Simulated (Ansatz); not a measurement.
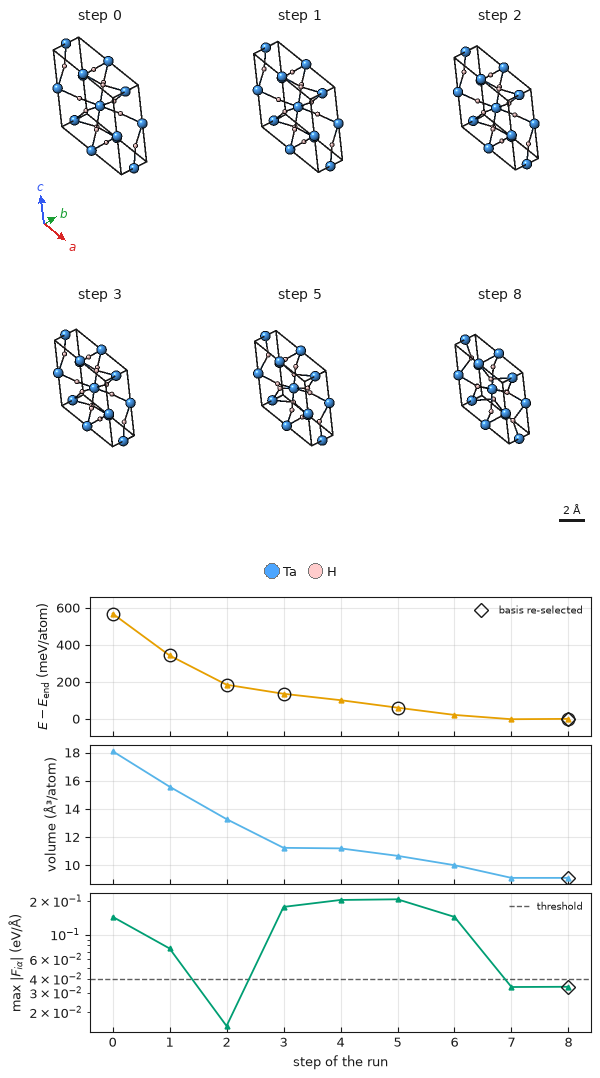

Frames of a relaxation of crystalline TaH3 (a generated structure, set up in Im-3) (coarse preliminary run), marked on the history of the run. Style: ball-and-stick. Shown: the cell of the calculation, slightly off an axis.

All numbers below come from DFT PBE, scalar-relativistic, plane waves, PAW (Ansatz). Settings: plane-wave cutoff 420 eV; k-point mesh 4 × 4 × 4; occupations gaussian; smearing width 0.1 eV; no spin polarisation; cell and atoms relaxed; force threshold 0.04 eV/Å; at most 70 steps.

Describe the path.

Answer. The largest moves relative to the cell, 0.66 Å, are those of H atoms. Ta stays in place. Cell: a = b = c 7.219 → 5.741 Å (−20.5 %). Volume −49.7 %. Some distances before and after: Ta–Ta 4.168 → 3.315 Å, H–Ta 2.097 → 1.858 Å. Among the angles between lasting bonds that change: Ta–H–Ta 167.4° → 126.2°, H–Ta–H 90.3° → 95.7°, H–Ta–H 89.7° → 84.3°. The space group stays Im-3 (No. 204). After 7 accepted moves (8 points after the start) the energy has fallen by 568 meV per atom. The largest force component goes from 0.14 to 0.034 eV/Å. The pressure goes from −14.84 to −0.05 GPa. At 1 point the geometry stayed and the basis and grid were re-selected for the new cell (energy shift of 1.9 meV per atom at most each time). Cost: 120 s on 1 thread of Intel(R) Xeon(R) Processor @ 2.50GHz (Skylake/Cascade Lake), with other jobs on the host, peak memory 0.54 GiB. From step 0 to 1: H atoms move most (0.02 Å), volume −13.9 %, energy −226 meV per atom. From step 1 to 2: volume −14.8 %, energy −158 meV per atom. From step 2 to 3: H atoms move most (0.06 Å), volume −15.3 %, energy −48.8 meV per atom. From step 3 to 5: H atoms move most (0.33 Å), volume −5.1 %, energy −75.1 meV per atom. From step 5 to 8: H atoms move most (0.31 Å), volume −14.7 %, energy −60.4 meV per atom.

```
step  E − E(0), meV/atom  largest force component, eV/Å  pressure, GPa  volume, Å³/atom                      note
   0                0.00                         0.1448         -14.84           18.102                          
   1             -225.99                         0.0750         -13.04           15.581                          
   2             -384.11                         0.0150          -7.87           13.277                          
   3             -432.95                         0.1776           2.71           11.239                          
   4             -467.51                         0.2051          -0.56           11.200                          
   5             -508.05                         0.2080          -1.46           10.671                          
   6             -547.22                         0.1443          -2.06           10.006                          
   7             -570.38                         0.0337           0.07            9.105                          
   8             -568.48                         0.0339          -0.05            9.105  same geometry, new basis
```
